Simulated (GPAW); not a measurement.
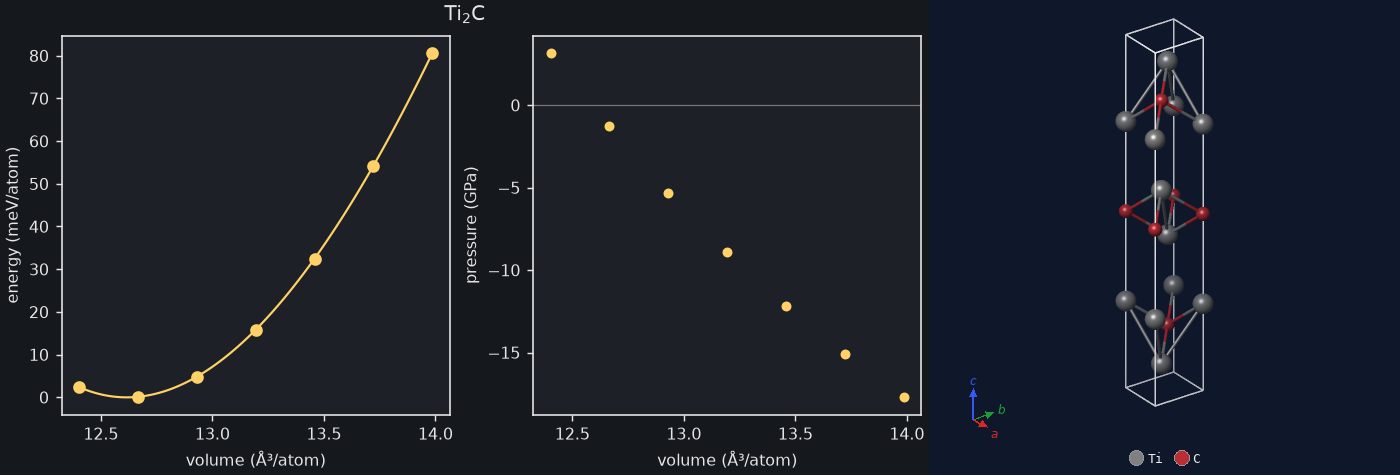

The picture above shows the energy and pressure against volume for Ti₂C, space group R-3m (No. 166). The conventional cell is drawn beside the plot.

The given structure:
```cif
data_structure
_symmetry_space_group_name_H-M 'P 1'
_symmetry_Int_Tables_number 1
_cell_length_a 5.1320
_cell_length_b 5.1320
_cell_length_c 5.1320
_cell_angle_alpha 34.941
_cell_angle_beta 34.941
_cell_angle_gamma 34.941
_cell_volume 39.58
loop_
_atom_site_label
_atom_site_type_symbol
_atom_site_fract_x
_atom_site_fract_y
_atom_site_fract_z
_atom_site_occupancy
Ti1 Ti 0.75450 0.75450 0.75450 1
Ti2 Ti 0.24550 0.24550 0.24550 1
C1 C 0.50000 0.50000 0.50000 1
```

Method: PAW DFT in plane waves, on a grid or in atomic orbitals, no spin polarisation; energies at scaled volumes of the given cell, shape and fractions fixed, counted from the fit's minimum, third-order Birch-Murnaghan fit (GPAW 26.7.0). Level: LDA.

- k mesh: 7×7×7
- occupations: Fermi–Dirac
- smearing width: 0.05 eV
- potentials: GPAW PAW data sets (gpaw data 1.2.1)
- wave cutoff: 800 eV
- program settings: basis pw

What equilibrium volume and bulk modulus follow from the curve?

Answer. A third-order Birch–Murnaghan fit gives V0 = 12.62 Å³/atom, B0 = 207 GPa and B′ = 4.0.

How does the pressure vary with volume?

Answer. It falls from 3.16 GPa at volume 12.40 Å³/atom to −17.72 GPa at 13.99 Å³/atom, and changes sign near 12.59 Å³/atom.

Caveats: shape and atomic fractions are frozen while scaling, which makes layered, chain and framework solids too stiff.
